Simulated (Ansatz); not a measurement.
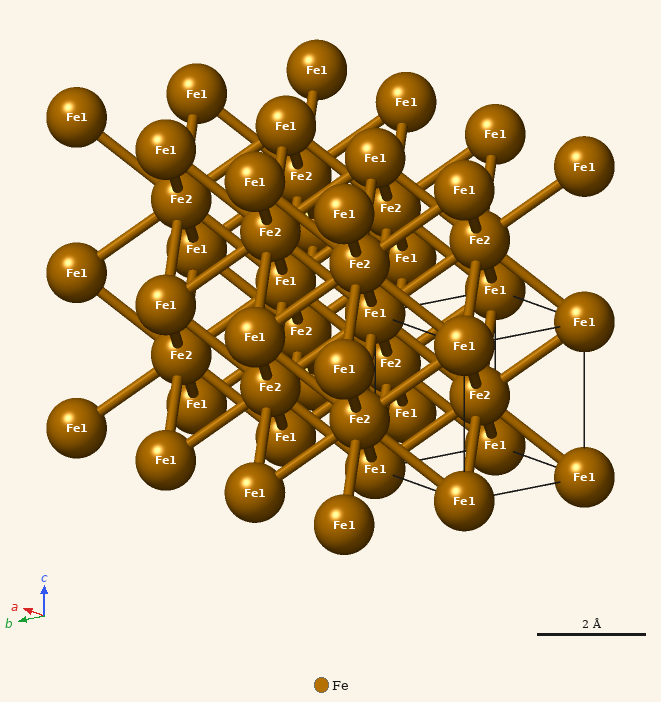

The input geometry of the first run (ball-and-stick view of the cell of the calculation, repeated 3 × 2 × 2, seen at an oblique angle; atoms are numbered from 1 in the order of the input).

# What a change does: single-point calculation on Fe

System: Fe (Fmmm, 2 atoms in the cell).
Method of the first run: DFT, PBE, PAW with Ansatz's default frozen-core files, scalar-relativistic (Ansatz 0.2.0).

The structure derives from a Materials Project entry. Text and figures count atoms from 1; the logs count them from 0 in places.

### Input, the first run
```yaml
crystal:
  lattice:
    - [0.0, -1.9417396906, 1.9651051623]
    - [0.0, 1.9417396906, 1.9651051623]
    - [-2.9968794198, 0.0, 0.0]
  atoms:
    - { symbol: Fe, position: [0.0, 0.0, 0.0], spin: 2.2, spin_axis: [0.0, 0.0, 1.0] }
    - { symbol: Fe, position: [0.5, 0.5, 0.5], spin: 2.2, spin_axis: [0.76604444, 0.0, 0.64278761] }
magnetization:
  noncollinear: true
  spin_locking: { lock_directions: true }
kpoints:
  mp_grid: { grid: [9, 9, 9] }
scf:
  occupations: { method: fermi_dirac, width: 0.1 }
  max_iter: 150
  lower_state_search: "off"
hamiltonian:
  xc: pbe
  pseudopotentials: { kind: paw }
output:
  eigenvalues: false
  write_density: true
  write_potential: true
  elf: true
  volumetric_format: npy
```

Command:
```bash
ansatz run input.yaml --threads 2 --pin off --max-ram 4096MiB --backend cpu --events-out ev --progress --plain --runs-dir out
```

Hardware: 2 threads of Arm Neoverse V1, 24 GiB of memory available, shared host.

### Output, shortened to warnings, some set-up lines, iterations and results (the first run)
```
Basis set: ecut = 420 eV, 459 PW (Γ)
Symmetry: 16 space group operations + 16 with time reversal
k-points: 125 of 729
Initial density: superposition of atomic densities (chi_scale 0.1, normalization cell)
[...]
SCF iter   1: F=-8960.386616 eV  HF=-8960.726844 eV  |F-HF|=3.40e-1  |Δ(HF+E_count)|=         —  Δρ=7.60e-2  dr2=8.13e-1  dr2_m=1.41e-1  ethr=2.53e-3  |M|=3.85e0 ∫|m|=4.26e0 …
SCF iter   2: F=-8960.801892 eV  HF=-8960.705505 eV  |F-HF|=9.64e-2  |Δ(HF+E_count)|=   2.13e-2  Δρ=4.98e-2  dr2=8.18e-3  dr2_m=1.61e-1  ethr=2.53e-3  |M|=3.98e0 ∫|m|=4.41e0 …
SCF iter   3: F=-8960.845078 eV  HF=-8960.777254 eV  |F-HF|=6.78e-2  |Δ(HF+E_count)|=   7.17e-2  Δρ=3.65e-2  dr2=1.98e-2  dr2_m=8.77e-2  ethr=2.56e-5  |M|=3.97e0 ∫|m|=4.46e0 …
SCF iter   4: F=-8960.871004 eV  HF=-8960.855459 eV  |F-HF|=1.55e-2  |Δ(HF+E_count)|=   7.82e-2  Δρ=2.38e-2  dr2=2.10e-3  dr2_m=3.66e-2  ethr=2.56e-5  |M|=4.04e0 ∫|m|=4.58e0 …
SCF iter   5: F=-8960.890258 eV  HF=-8960.889049 eV  |F-HF|=1.21e-3  |Δ(HF+E_count)|=   3.36e-2  Δρ=1.33e-2  dr2=8.17e-4  dr2_m=1.17e-2  ethr=6.57e-6  |M|=4.05e0 ∫|m|=4.73e0 …
[... 8 lines ...]
SCF iter  14: F=-8960.873312 eV  HF=-8960.873311 eV  |F-HF|=1.03e-6  |Δ(HF+E_count)|=   5.82e-6  Δρ=2.12e-4  dr2=1.82e-8  dr2_m=4.51e-6  ethr=1.05e-10  |M|=4.07e0 ∫|m|=4.76e0 …
SCF iter  15: F=-8960.873276 eV  HF=-8960.873276 eV  |F-HF|=3.85e-8  |Δ(HF+E_count)|=   3.57e-5  Δρ=4.42e-5  dr2=6.28e-9  dr2_m=1.83e-7  ethr=5.69e-11  |M|=4.07e0 ∫|m|=4.76e0 …
SCF iter  16: F=-8960.873279 eV  HF=-8960.873279 eV  |F-HF|=1.25e-8  |Δ(HF+E_count)|=   3.65e-6  Δρ=2.99e-5  dr2=2.56e-9  dr2_m=8.02e-8  ethr=1.96e-11  |M|=4.07e0 ∫|m|=4.76e0 …
SCF iter  17: F=-8960.873288 eV  HF=-8960.873288 eV  |F-HF|=5.46e-11  |Δ(HF+E_count)|=   9.14e-6  Δρ=1.60e-6  dr2=1.18e-11  dr2_m=2.23e-10  ethr=8.01e-12  |M|=4.07e0 …
SCF 1 converged in 17 iterations: F = -8960.873288 eV  dr2 = 1.18e-11
SCF converged after 17 iterations
Stability not checked: this state was not tested for a lower state beside it, because a magnetisation constraint still acts at the end of the SCF (magnetization_constraint; see scf.lower_state_search)
Magnetization: |M| = 4.0682 μB,  M = (+1.7193, -0.0000, +3.6870) μB
Absolute magnetization: 4.7629 μB (∫|m|, with the PAW one-centre terms)
  site 0: m = (+0.0034, -0.0000, +2.2868) μB, |m| = 2.2868 μB  (R = 1.01 Å)
  site 1: m = (+1.7496, +0.0000, +1.4725) μB, |m| = 2.2868 μB  (R = 1.01 Å)
--- Magnetisation constraints (ε_frz = 1.0e-4 eV) ---
  site  kind           target                            achieved (μB)             |Δ|max (μB)  g (eV/μB)                     λ_eff  esc  ok   flags
  0     per_site_axis  ê (+0.000, +0.000, +1.000) ≥0.00  (+0.003, +0.000, +2.287)  3.37e-3      (+1.1e-1, +8.2e-48, +0.0e0)   1.000  0    yes
  1     per_site_axis  ê (+0.766, +0.000, +0.643) ≥0.00  (+1.750, -0.000, +1.473)  2.58e-3      (-6.9e-2, -8.2e-48, +8.3e-2)  1.000  0    yes
Free energy (F): -8960.873288 eV
Harris-Foulkes:  -8960.873288 eV  (|F-HF|=5.46e-11)
Internal energy: -8960.802007 eV  (E = F + TS)
E sigma→0 (E₀):  -8960.837648 eV
Entropy (-TS):   -0.071282 eV (-35.641 meV/atom)
Fermi energy:    18.630951 eV
--- Per-component energies (eV) ---
  E_band       = -428.239148
  E_kinetic    = 700.257433
  E_local      = -4143.801267  (includes V_loc(G=0)·N_el)
  E_nonlocal   = 437.166892
  E_hartree    = 1739.588325
  E_xc         = -235.736141
  E_vxc        = -303.553792  (∫ρ·V_xc dr)
  E_paw        = -2732.509234  (= ΣΔE_a)
  E_vpaw       = -597.487792  (= ΣTr[D̂ρ^β])
  E_aug_tail   = 0.001941  (compensation charges beyond the density's cutoff)
  E_constr_dc  = 0.000727  (∫m·b dr)
  E_ewald      = -4725.769958
  E_smearing   = -0.071282  (= −TS)
  E_closure    = 0.000002  (closes the sum)
  E_penalty    = 0.000704  (constraint; not in F)
  Σ components = -8960.873288   (vs F -8960.873288, Δ=0.00e0)
settings of this run that can trade accuracy for cost: output.eigenvalues: false. Do not mix this run's numbers with those of runs without the same settings; the input reference describes each key
```

For the second run the input was changed thus:
```diff
-    - { symbol: Fe, position: [0.5, 0.5, 0.5], spin: 2.2, spin_axis: [0.76604444, 0.0, 0.64278761] }
+    - { symbol: Fe, position: [0.5, 0.5, 0.5], spin: 2.2, spin_axis: [0.0, 0.0, -1.0] }
-  spin_locking: { lock_directions: true }
-  max_iter: 150
```

What does this change do to the results?

The total moment is fixed by the input in the first run, so the state need not be the lowest. With the same functional and potentials, the second run lies 333.6 meV per atom higher. The net moment of the cell goes from 4.07 to 0.00 μB.

### Output, shortened to warnings, some set-up lines, iterations and results (the second run)
```
Basis set: ecut = 420 eV, 459 PW (Γ)
Symmetry: 16 space group operations + 16 with time reversal
k-points: 125 of 729
Initial density: superposition of atomic densities (chi_scale 0.1, normalization cell)
[...]
SCF iter   1: F=—  HF=-8960.272664 eV  |F-HF|=—  |Δ(HF+E_count)|=         —  Δρ=8.02e-2  dr2=9.11e-1  dr2_m=2.13e-1  ethr=2.84e-3  |M|=3.39e-17 ∫|m|=3.65e0 μB  |m|>n=0.0e0 …
SCF iter   2: F=—  HF=-8960.180479 eV  |F-HF|=—  |Δ(HF+E_count)|=   9.22e-2  Δρ=4.45e-2  dr2=1.65e-1  dr2_m=1.04e-1  ethr=2.84e-3  |M|=5.08e-17 ∫|m|=3.66e0 μB  |m|>n=0.0e0 …
SCF iter   3: F=—  HF=-8960.154216 eV  |F-HF|=—  |Δ(HF+E_count)|=   2.63e-2  Δρ=3.35e-2  dr2=9.55e-3  dr2_m=5.90e-2  ethr=5.16e-4  |M|=3.22e-16 ∫|m|=3.64e0 μB  |m|>n=0.0e0 …
SCF iter   4: F=—  HF=-8960.161133 eV  |F-HF|=—  |Δ(HF+E_count)|=   6.92e-3  Δρ=2.81e-2  dr2=8.14e-4  dr2_m=4.13e-2  ethr=2.98e-5  |M|=1.69e-16 ∫|m|=3.61e0 μB  |m|>n=0.0e0 …
SCF iter   5: F=—  HF=-8960.176705 eV  |F-HF|=—  |Δ(HF+E_count)|=   1.56e-2  Δρ=2.41e-2  dr2=9.45e-4  dr2_m=3.04e-2  ethr=2.54e-6  |M|=3.05e-16 ∫|m|=3.58e0 μB  |m|>n=0.0e0 …
[... 14 lines ...]
SCF iter  20: F=—  HF=-8960.206151 eV  |F-HF|=—  |Δ(HF+E_count)|=   7.66e-5  Δρ=4.11e-4  dr2=9.91e-6  dr2_m=6.83e-6  ethr=1.66e-8  |M|=6.77e-17 ∫|m|=3.16e0 μB  |m|>n=0.0e0 …
SCF iter  21: F=—  HF=-8960.206161 eV  |F-HF|=—  |Δ(HF+E_count)|=   1.01e-5  Δρ=2.15e-4  dr2=6.79e-7  dr2_m=2.42e-6  ethr=1.66e-8  |M|=2.03e-16 ∫|m|=3.16e0 μB  |m|>n=0.0e0 …
SCF iter  22: F=—  HF=-8960.206168 eV  |F-HF|=—  |Δ(HF+E_count)|=   6.23e-6  Δρ=5.94e-5  dr2=1.05e-7  dr2_m=1.85e-7  ethr=2.12e-9  |M|=4.57e-16 ∫|m|=3.16e0 μB  |m|>n=0.0e0 …
SCF iter  23: F=-8960.206168 eV  HF=-8960.206168 eV  |F-HF|=1.25e-8  |Δ(HF+E_count)|=   4.98e-7  Δρ=1.82e-5  dr2=1.32e-8  dr2_m=1.73e-8  ethr=3.13e-10  |M|=3.55e-16 …
SCF 1 converged in 23 iterations: F = -8960.206168 eV  dr2 = 1.32e-8
SCF converged after 23 iterations
Stability not checked: this state was not tested for a lower state beside it, because this non-collinear magnet's GGA is evaluated by the locally collinear projection, under which the energy is not smooth in the magnetisation (locally_collinear_gga; see scf.lower_state_search)
Magnetization: |M| = 0.0000 μB,  M = (+0.0000, +0.0000, +0.0000) μB
Absolute magnetization: 3.1598 μB (∫|m|, with the PAW one-centre terms)
Moment direction: held on its axis by an average over the rotations of spin about it
  site 0: m = (+0.0000, +0.0000, +1.5199) μB, |m| = 1.5199 μB  (R = 1.01 Å)
  site 1: m = (+0.0000, +0.0000, -1.5199) μB, |m| = 1.5199 μB  (R = 1.01 Å)
Free energy (F): -8960.206168 eV
Harris-Foulkes:  -8960.206168 eV  (|F-HF|=1.25e-8)
Internal energy: -8960.039071 eV  (E = F + TS)
E sigma→0 (E₀):  -8960.122619 eV
Entropy (-TS):   -0.167097 eV (-83.549 meV/atom)
Fermi energy:    18.625543 eV
--- Per-component energies (eV) ---
  E_band       = -428.680797
  E_kinetic    = 701.612074
  E_local      = -4141.733894  (includes V_loc(G=0)·N_el)
  E_nonlocal   = 434.316909
  E_hartree    = 1737.868909
  E_xc         = -235.880174
  E_vxc        = -303.764774  (∫ρ·V_xc dr)
  E_paw        = -2730.454876  (= ΣΔE_a)
  E_vpaw       = -594.850256  (= ΣTr[D̂ρ^β])
  E_aug_tail   = 0.001939  (compensation charges beyond the density's cutoff)
  E_ewald      = -4725.769958
  E_smearing   = -0.167097  (= −TS)
  E_closure    = 0.000000  (closes the sum)
  Σ components = -8960.206168   (vs F -8960.206168, Δ=0.00e0)
settings of this run that can trade accuracy for cost: output.eigenvalues: false. Do not mix this run's numbers with those of runs without the same settings; the input reference describes each key
```

### The two runs side by side

```tsv
quantity	the first run	the second run
outcome	converged	converged
free energy per atom (eV)	−4480.4366	−4480.1031
energy per atom, smearing taken to zero (eV)	−4480.4188	−4480.0613
net moment of the cell (μB)	4.07	0.00
absolute moment of the cell (μB)	4.76	3.16
irreducible k-points	125	125
plane waves at Γ	459	459
SCF iterations	–	23
wall time (shared host)	33 s	40 s
```
